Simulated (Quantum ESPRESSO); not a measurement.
**Fields calculation, with input and output: KCl**

System: KCl (Fm-3m, 2 atoms in the cell).
Method: Kohn-Sham DFT of a periodic cell, BP86, PseudoDojo 0.4.1 SR PBE standard (Quantum ESPRESSO 7.5).

The structure derives from an entry of the Crystallography Open Database.

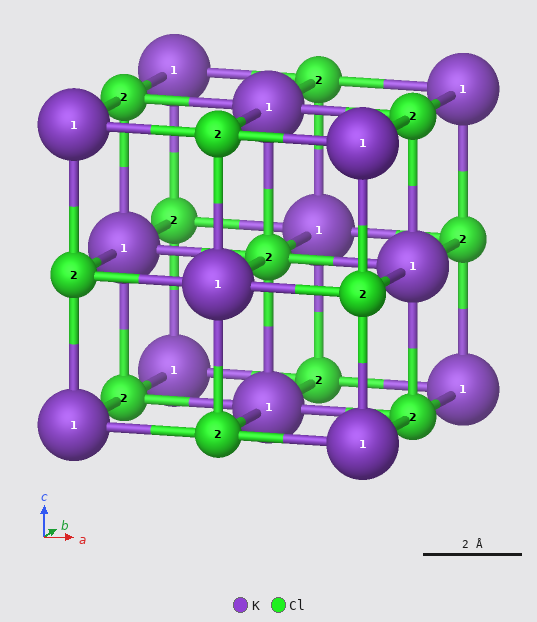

Figure 1. The structure (ball-and-stick view of the cell 4 times as large as that of the calculation, set on its symmetry axes, seen slightly off an axis; atoms are numbered from 1 in the order of the input). An atom can appear more than once, as a periodic image.

Input file
```
&CONTROL
  calculation = 'scf'
  prefix = 'pwscf'
  outdir = './tmp'
  pseudo_dir = './pseudo'
  tprnfor = .true.
  tstress = .true.
  disk_io = 'low'
/
&SYSTEM
  ibrav = 0
  nat = 3
  ntyp = 2
  ecutwfc = 74
  nbnd = 14
  input_dft = 'bp'
  occupations = 'smearing'
  smearing = 'mp'
  degauss = 0.00367493
/
&ELECTRONS
  conv_thr = 4d-10
  electron_maxstep = 60
  mixing_beta = 0.5
/
ATOMIC_SPECIES
K     39.0983 K.upf
Cl    35.4500 Cl.upf
CELL_PARAMETERS angstrom
   0.0000000000    3.1464700000    3.1464700000
   3.1464700000    0.0000000000    3.1464700000
   3.1464700000    3.1464700000    0.0000000000
ATOMIC_POSITIONS crystal
K      0.0000000000    0.0000000000    0.0000000000
Cl     0.5000000000    0.5000000000    0.5000000000
K_POINTS automatic
7 7 7 0 0 0
```

Hardware: 1 thread of AMD EPYC (Zen 3), 24 GiB of memory available, shared host.

Launched with:
```bash
OMP_NUM_THREADS=1 pw.x -in pw.in > pw.out
```

The program's output
```
This program is part of the open-source Quantum ESPRESSO suite
     for quantum simulation of materials; please cite
         "P. Giannozzi et al., J. Phys.:Condens. Matter 21 395502 (2009);
         "P. Giannozzi et al., J. Phys.:Condens. Matter 29 465901 (2017);
         "P. Giannozzi et al., J. Chem. Phys. 152 154105 (2020);
          URL
     in publications or presentations arising from this work. More details at

 %%%%%%%%%%%%%%%%%%%%%%%%%%%%%%%%%%%%%%%%%%%%%%%%%%%%%%%%%%%%%%%%%%%%%%%%%%%%%%
     Error in routine read_cards (3):
     wrong number of columns in ATOMIC_POSITIONS
 %%%%%%%%%%%%%%%%%%%%%%%%%%%%%%%%%%%%%%%%%%%%%%%%%%%%%%%%%%%%%%%%%%%%%%%%%%%%%%

     stopping ...
```

Outcome

| quantity | value |
| --- | --- |
| outcome | refused by the program |
| space group (tolerance 0.01 Å) | Fm-3m (225) |

What went wrong

Some settings of this run were drawn to be unusual or wrong (nat set to 3). The program refused the input: “read_cards (3): wrong number of columns in ATOMIC_POSITIONS”
